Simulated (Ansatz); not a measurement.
Ni₇Ge₄

The calculation's input:

```
crystal:
  lattice:
    - [-1.9537826103, 4.9523580446, 3.3899377028]
    - [1.9537826103, -4.9523580446, 3.3899377028]
    - [1.9537826103, 4.9523580446, -3.3899377028]
  atoms:
    - { symbol: Ni, position: [0.616458484, 0.994052081, 0.6224064031] }
    - { symbol: Ni, position: [0.1273390173, 0.002629498, 0.1247095193] }
    - { symbol: Ni, position: [0.3716456779, 0.994052081, 0.3775935969] }
    - { symbol: Ni, position: [0.8779199786, 0.002629498, 0.8752904807] }
    - { symbol: Ni, position: [0.665545823, 0.665545823, 0.0] }
    - { symbol: Ni, position: [0.0873984503, 0.3328802259, 0.7545182244] }
    - { symbol: Ni, position: [0.5783620016, 0.3328802259, 0.2454817756] }
    - { symbol: Ge, position: [0.9165939872, 0.6661162091, 0.2504777781] }
    - { symbol: Ge, position: [0.415638431, 0.6661162091, 0.7495222219] }
    - { symbol: Ge, position: [0.3163969387, 0.3163969387, 0.0] }
    - { symbol: Ge, position: [0.8609412103, 0.3609412103, 0.5] }
basis:
  ecutwfc: 420
kpoints:
  mp_grid: { grid: [10, 10, 10] }
  band_path:
    path:
      - [[0.0, 0.0, 0.0], [0.5, -0.5, 0.5], [0.28891064, -0.28891064, 0.71108936]]
      - [[-0.28891064, 0.28891064, 0.28891064], [0.0, 0.0, 0.0], [0.36713842, 0.36713842, -0.36713842]]
      - [[0.63286158, -0.36713842, 0.36713842], [0.5, -0.5, 0.5]]
      - [[0.0, 0.0, 0.0], [0.0, 0.5, 0.0], [0.25, 0.25, 0.25], [0.5, 0.0, 0.0], [0.0, 0.0, 0.0], [0.0, 0.0, 0.5], [0.25, 0.25, 0.25]]
    npoints: 10
hamiltonian:
  xc: pbesol
scf:
  occupations: { method: gaussian, width: 0.1 }
  n_extra_bands: 27
output:
  forces: true
  stress: true
  eigenvalues: true
  populations: true
  dos: { projected: true, de: 0.02, nscf_kmesh: { grid: [15, 15, 15] } }
  bader: false
  write_density: true
  write_potential: true
  elf: true
  volumetric_format: npy
```

Command:

```sh
ansatz run input.yaml --threads 2 --pin off --max-ram 5120MiB --backend cpu --events-out ev --progress --plain --runs-dir out
```

Below, planes, directions and counts refer to the conventional cell (a = 3.91 Å, b = 9.90 Å, c = 6.78 Å, α = 90.00°, β = 90.00°, γ = 90.00°).

Space group Imm2; a structure from a database of computed crystals, not necessarily the ambient phase; computed without spin polarisation.

Method: Ansatz 0.2.0, DFT PBEsol, scalar-relativistic, plane waves, PAW.

### What will maps of the valence pseudo-density and electron localisation function show?

Ni–Ge (2.26 Å): the density is about 0.54 e/Å³ at the midpoint; the ELF is about 0.40 at the midpoint.

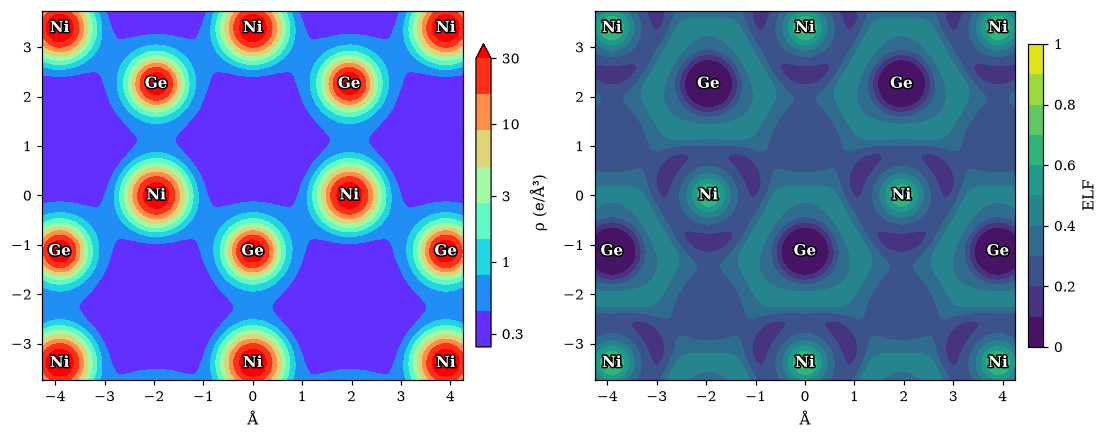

Computed valence pseudo-density and electron localisation function on the (010) plane of the conventional cell, in this order. 
